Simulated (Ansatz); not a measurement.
Ir

Input

```
crystal:
  lattice:
    - [2.7513778946, 0.0, 0.0]
    - [-1.3756889473, 2.3827631521, 0.0]
    - [0.0, 0.0, 4.8192732]
  atoms:
    - { symbol: Ir, position: [0.6666666667, 0.3333333333, 0.75] }
    - { symbol: Ir, position: [0.3333333333, 0.6666666667, 0.25] }
basis:
  ecutwfc: 500
kpoints:
  mp_grid: { grid: [18, 18, 12] }
hamiltonian:
  xc: r2scan
scf:
  occupations: { method: gaussian, width: 0.15 }
output:
  forces: true
  stress: true
  eigenvalues: true
  write_density: true
  write_potential: true
  elf: true
  volumetric_format: npy
```

Command:

```sh
ansatz run input.yaml --threads 1 --pin off --max-ram 2560MiB --backend cpu --events-out ev --progress --plain --runs-dir out
```

Below, planes, directions and counts refer to the conventional cell (a = 2.75 Å, b = 2.75 Å, c = 4.82 Å, α = 90.00°, β = 90.00°, γ = 120.00°).

Space group P6₃/mmc; a structure from a database of computed crystals, not necessarily the ambient phase; changed on purpose from its base cell (strain +0.000 along x and y, +0.080 along z, atoms carried along); computed pressure about −27 GPa in this cell; computed without spin polarisation.

Theory: DFT r2SCAN, scalar-relativistic, plane waves, PAW in Ansatz.

Question: Predict the valence pseudo-density and electron localisation function between the atoms.

Answer: Ir–Ir (2.89 Å): ρ at the midpoint is about 0.34 e/Å³; the ELF is about 0.35 at the midpoint: no shared electron pair shows on this line.

Question: Metal or insulator at this level of theory?

Answer: It is metallic or semimetallic at this level of theory: no gap opens.

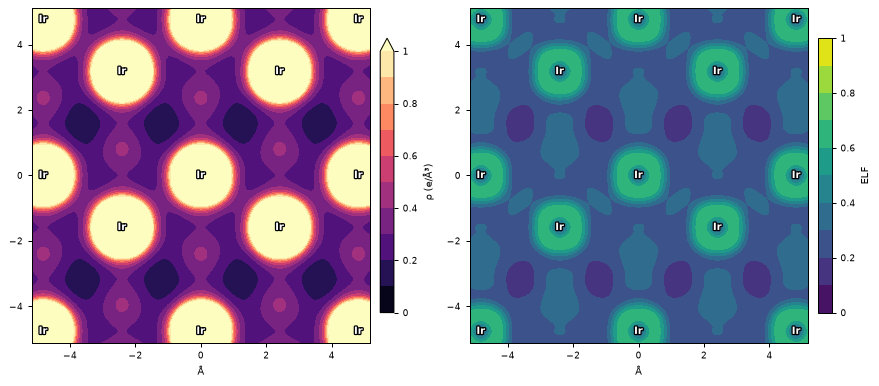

Computed valence pseudo-density and electron localisation function on the (110) plane of the conventional cell, in this order. 
